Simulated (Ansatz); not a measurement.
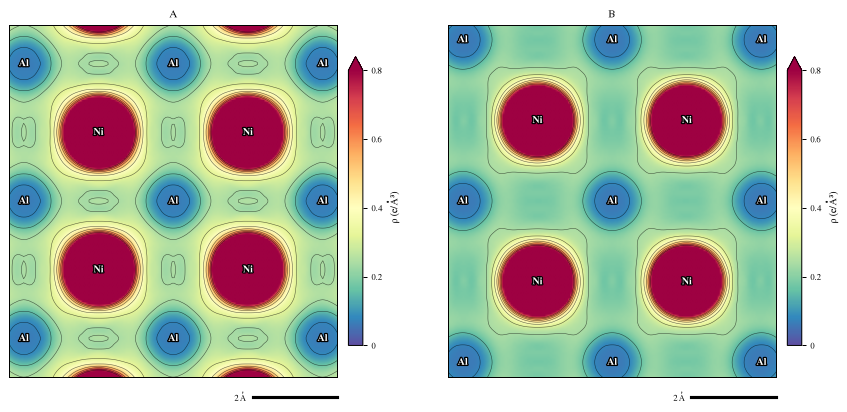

AlNi$_{3}$. The valence electron density of two cells that differ in size and shape, on the (100) plane of each (indices in the axes of the calculation cell), at one length scale and on one colour scale: B has 11.8 Å³ an atom and A 10.0.

These are results of DFT PBEsol, scalar-relativistic, plane waves, PAW in Ansatz, not measurements.

Core electrons are frozen (PAW), and the valence fields are smoothed inside the atomic spheres.

The larger cell:

```
Al Ni
1.0
     3.51909    0.00000    0.00000
     0.00000    3.51909    0.00000
     0.00000    0.00000    3.80061
Al Ni
1 3
Cartesian
  0.0000 0.0000 0.0000
  0.0000 1.7595 1.9003
  1.7595 0.0000 1.9003
  1.7595 1.7595 0.0000
```

The smaller cell: a = 3.519 Å, b = 3.519 Å, c = 3.238 Å, α = 90.00°, β = 90.00°, γ = 90.00°.

Q: What does the compression do to the bonding and the properties?

A: From the larger cell to the smaller, Al–Ni goes from 2.59 to 2.39 Å, and the density at its midpoint from 0.27 to 0.35 e/Å³; the pressure goes from −13 to 21 GPa; the largest moment (Ni) goes from 0.2 to 0.0 μB.
